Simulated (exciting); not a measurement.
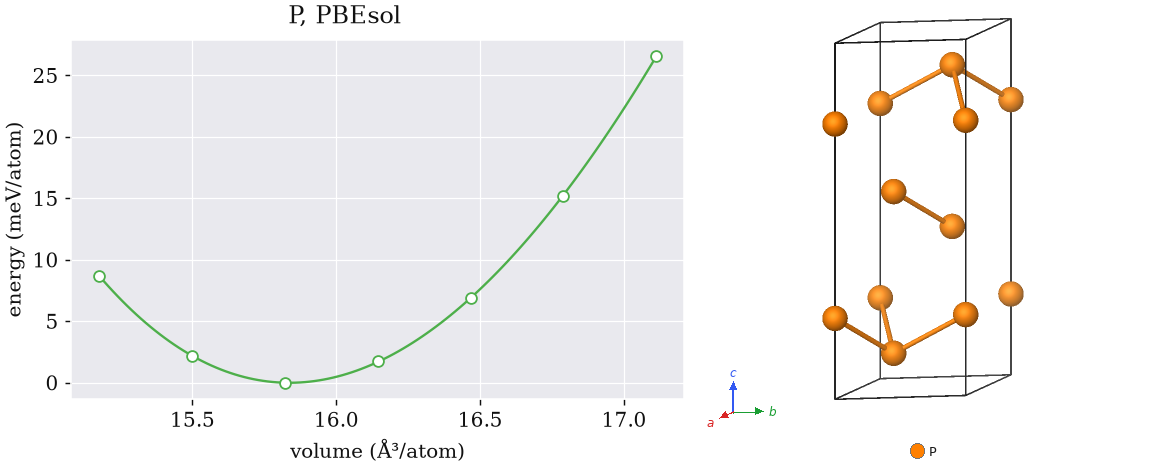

The plot gives the computed energy against volume for P, space group R-3m (No. 166). The conventional cell is drawn beside the plot.

The given structure:
```
P
1.0
     1.72573    0.99635    3.12968
    -1.72573    0.99635    3.12968
     0.00000   -1.99270    3.12968
P
2
Direct
  0.77292 0.77292 0.77292
  0.22708 0.22708 0.22708
```

How it was computed, with exciting sodium: all-electron LAPW DFT, no spin polarisation; energies at scaled volumes of the given cell, shape and fractions fixed, counted from the fit's minimum, third-order Birch-Murnaghan fit. Level: PBEsol.

k mesh 9×9×9; occupations Fermi–Dirac; smearing width 0.05 eV; potentials all electron LAPW+lo, shipped species files; program settings rgkmax 7.5.

What equilibrium volume and bulk modulus follow from the curve?

A third-order Birch–Murnaghan fit gives V0 = 15.84 Å³/atom, B0 = 94.1 GPa and B′ = 3.9.

Keep in mind: shape and atomic fractions are frozen while scaling, which makes layered, chain and framework solids too stiff.
